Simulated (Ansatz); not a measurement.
System: HfO₂, space group P2_1/c (No. 14).

Input of the run:
```
crystal:
  lattice:
    - [5.1612523781, 0.0, -0.0158203136]
    - [0.0, 5.2117165615, 0.0]
    - [-0.8820380115, 0.0, 5.2792319903]
  atoms:
    - { symbol: Hf, position: [0.2757357002, 0.0428879603, 0.2083677548] }
    - { symbol: Hf, position: [0.7242642998, 0.5428879603, 0.2916322452] }
    - { symbol: Hf, position: [0.7242642998, 0.9571120397, 0.7916322452] }
    - { symbol: Hf, position: [0.2757357002, 0.4571120397, 0.7083677548] }
    - { symbol: O, position: [0.4491716144, 0.7571962586, 0.4766240511] }
    - { symbol: O, position: [0.5508283856, 0.2571962586, 0.0233759489] }
    - { symbol: O, position: [0.5508283856, 0.2428037414, 0.5233759489] }
    - { symbol: O, position: [0.4491716144, 0.7428037414, 0.9766240511] }
    - { symbol: O, position: [0.0671099919, 0.3285719981, 0.3485042444] }
    - { symbol: O, position: [0.9328900081, 0.8285719981, 0.1514957556] }
    - { symbol: O, position: [0.9328900081, 0.6714280019, 0.6514957556] }
    - { symbol: O, position: [0.0671099919, 0.1714280019, 0.8485042444] }
basis:
  ecutwfc: 420
kpoints:
  mp_grid: { grid: [6, 6, 6] }
hamiltonian:
  xc: pbe
scf:
  occupations: { method: fixed }
output:
  eigenvalues: true
phonons:
  method: dfpt
  dielectric: true
  rigid_motions: translations
```

Command:
```bash
ansatz run input.yaml --threads 4 --pin off --max-ram 12288MiB --backend cpu --events-out ev --progress --plain --runs-dir out
```

Calculation (Ansatz 0.2.0): optical phonons of an insulator on the approach to the zone centre along x, y and z with the field of polar modes, imaginary frequencies are negative, field response on a mesh refined by the program; plane waves with PAW datasets. Level: PBE, no spin polarisation.

```json
{"setting": "wave cutoff", "value": "420 eV"}
{"setting": "k mesh", "value": "6×6×6"}
{"setting": "occupations", "value": "fixed"}
{"setting": "pressure", "value": "0 GPa"}
```

Predict the polar optical modes, transverse and longitudinal, for each direction of approach to the zone centre.

Along x the polar lines lie at 172.5, 230.0, 234.6, 246.1, 313.5, 317.4, 357.0, 388.6, 427.5, 482.9, 569.8, 592.8, 767.9 cm⁻¹; along y the polar lines lie at 211.2, 296.9, 313.5, 359.4, 458.9, 483.9, 540.5, 699.6, 708.6 cm⁻¹; along z the polar lines lie at 172.5, 212.7, 246.1, 301.6, 317.4, 336.7, 388.6, 474.5, 482.9, 569.8, 619.4, 701.9 cm⁻¹ (lines above 2 % of the strongest).

```json
{"at": "x", "frequency (cm⁻¹)": "107.4", "dipole strength ((D/Å)²/amu)": "0"}
{"at": "x", "frequency (cm⁻¹)": "121.2", "dipole strength ((D/Å)²/amu)": "0"}
{"at": "x", "frequency (cm⁻¹)": "122.3", "dipole strength ((D/Å)²/amu)": "0.07"}
{"at": "x", "frequency (cm⁻¹)": "122.6", "dipole strength ((D/Å)²/amu)": "0"}
{"at": "x", "frequency (cm⁻¹)": "140.8", "dipole strength ((D/Å)²/amu)": "0"}
{"at": "x", "frequency (cm⁻¹)": "157.2", "dipole strength ((D/Å)²/amu)": "0"}
{"at": "x", "frequency (cm⁻¹)": "172.5", "dipole strength ((D/Å)²/amu)": "2"}
{"at": "x", "frequency (cm⁻¹)": "230.0", "dipole strength ((D/Å)²/amu)": "3.8"}
{"at": "x", "frequency (cm⁻¹)": "231.9", "dipole strength ((D/Å)²/amu)": "0"}
{"at": "x", "frequency (cm⁻¹)": "234.6", "dipole strength ((D/Å)²/amu)": "2.16"}
{"at": "x", "frequency (cm⁻¹)": "242.6", "dipole strength ((D/Å)²/amu)": "0"}
{"at": "x", "frequency (cm⁻¹)": "246.1", "dipole strength ((D/Å)²/amu)": "18.5"}
{"at": "x", "frequency (cm⁻¹)": "297.9", "dipole strength ((D/Å)²/amu)": "0"}
{"at": "x", "frequency (cm⁻¹)": "313.5", "dipole strength ((D/Å)²/amu)": "31"}
{"at": "x", "frequency (cm⁻¹)": "317.4", "dipole strength ((D/Å)²/amu)": "31.2"}
{"at": "x", "frequency (cm⁻¹)": "322.2", "dipole strength ((D/Å)²/amu)": "0"}
{"at": "x", "frequency (cm⁻¹)": "357.0", "dipole strength ((D/Å)²/amu)": "42.3"}
{"at": "x", "frequency (cm⁻¹)": "357.7", "dipole strength ((D/Å)²/amu)": "0"}
{"at": "x", "frequency (cm⁻¹)": "374.3", "dipole strength ((D/Å)²/amu)": "0"}
{"at": "x", "frequency (cm⁻¹)": "388.6", "dipole strength ((D/Å)²/amu)": "32.9"}
{"at": "x", "frequency (cm⁻¹)": "427.5", "dipole strength ((D/Å)²/amu)": "11.8"}
{"at": "x", "frequency (cm⁻¹)": "472.5", "dipole strength ((D/Å)²/amu)": "0"}
{"at": "x", "frequency (cm⁻¹)": "482.9", "dipole strength ((D/Å)²/amu)": "12.2"}
{"at": "x", "frequency (cm⁻¹)": "492.0", "dipole strength ((D/Å)²/amu)": "0"}
{"at": "x", "frequency (cm⁻¹)": "521.9", "dipole strength ((D/Å)²/amu)": "0"}
{"at": "x", "frequency (cm⁻¹)": "542.3", "dipole strength ((D/Å)²/amu)": "0"}
{"at": "x", "frequency (cm⁻¹)": "569.8", "dipole strength ((D/Å)²/amu)": "11.7"}
{"at": "x", "frequency (cm⁻¹)": "592.8", "dipole strength ((D/Å)²/amu)": "35.6"}
{"at": "x", "frequency (cm⁻¹)": "598.5", "dipole strength ((D/Å)²/amu)": "0"}
{"at": "x", "frequency (cm⁻¹)": "624.4", "dipole strength ((D/Å)²/amu)": "0.013"}
{"at": "x", "frequency (cm⁻¹)": "633.1", "dipole strength ((D/Å)²/amu)": "0"}
{"at": "x", "frequency (cm⁻¹)": "739.8", "dipole strength ((D/Å)²/amu)": "0"}
{"at": "x", "frequency (cm⁻¹)": "767.9", "dipole strength ((D/Å)²/amu)": "61.4"}
{"at": "y", "frequency (cm⁻¹)": "107.4", "dipole strength ((D/Å)²/amu)": "0"}
{"at": "y", "frequency (cm⁻¹)": "121.2", "dipole strength ((D/Å)²/amu)": "0"}
{"at": "y", "frequency (cm⁻¹)": "122.5", "dipole strength ((D/Å)²/amu)": "0.003"}
{"at": "y", "frequency (cm⁻¹)": "122.6", "dipole strength ((D/Å)²/amu)": "0"}
{"at": "y", "frequency (cm⁻¹)": "140.8", "dipole strength ((D/Å)²/amu)": "0"}
{"at": "y", "frequency (cm⁻¹)": "157.2", "dipole strength ((D/Å)²/amu)": "0"}
{"at": "y", "frequency (cm⁻¹)": "175.8", "dipole strength ((D/Å)²/amu)": "0.068"}
{"at": "y", "frequency (cm⁻¹)": "211.2", "dipole strength ((D/Å)²/amu)": "18.1"}
{"at": "y", "frequency (cm⁻¹)": "231.9", "dipole strength ((D/Å)²/amu)": "0"}
{"at": "y", "frequency (cm⁻¹)": "234.4", "dipole strength ((D/Å)²/amu)": "1.11"}
{"at": "y", "frequency (cm⁻¹)": "242.6", "dipole strength ((D/Å)²/amu)": "0"}
{"at": "y", "frequency (cm⁻¹)": "265.7", "dipole strength ((D/Å)²/amu)": "0.482"}
{"at": "y", "frequency (cm⁻¹)": "296.9", "dipole strength ((D/Å)²/amu)": "68.6"}
{"at": "y", "frequency (cm⁻¹)": "297.9", "dipole strength ((D/Å)²/amu)": "0"}
{"at": "y", "frequency (cm⁻¹)": "313.5", "dipole strength ((D/Å)²/amu)": "28.8"}
{"at": "y", "frequency (cm⁻¹)": "322.2", "dipole strength ((D/Å)²/amu)": "0"}
{"at": "y", "frequency (cm⁻¹)": "351.3", "dipole strength ((D/Å)²/amu)": "0.986"}
{"at": "y", "frequency (cm⁻¹)": "357.7", "dipole strength ((D/Å)²/amu)": "0"}
{"at": "y", "frequency (cm⁻¹)": "359.4", "dipole strength ((D/Å)²/amu)": "36"}
{"at": "y", "frequency (cm⁻¹)": "374.3", "dipole strength ((D/Å)²/amu)": "0"}
{"at": "y", "frequency (cm⁻¹)": "458.9", "dipole strength ((D/Å)²/amu)": "2.89"}
{"at": "y", "frequency (cm⁻¹)": "472.5", "dipole strength ((D/Å)²/amu)": "0"}
{"at": "y", "frequency (cm⁻¹)": "483.9", "dipole strength ((D/Å)²/amu)": "21.8"}
{"at": "y", "frequency (cm⁻¹)": "492.0", "dipole strength ((D/Å)²/amu)": "0"}
{"at": "y", "frequency (cm⁻¹)": "521.9", "dipole strength ((D/Å)²/amu)": "0"}
{"at": "y", "frequency (cm⁻¹)": "540.5", "dipole strength ((D/Å)²/amu)": "6.19"}
{"at": "y", "frequency (cm⁻¹)": "542.3", "dipole strength ((D/Å)²/amu)": "0"}
```
(the first 60 of 99 rows)

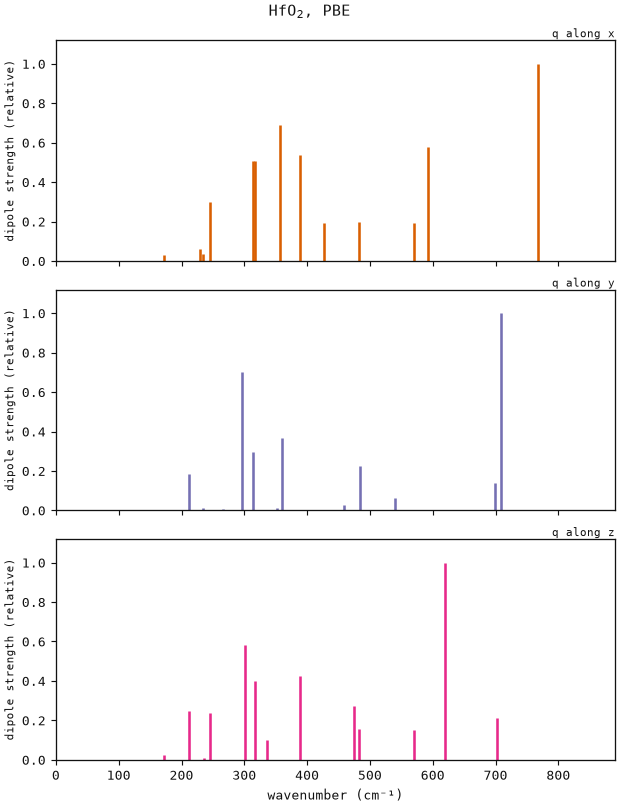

Each panel is scaled to its strongest line.
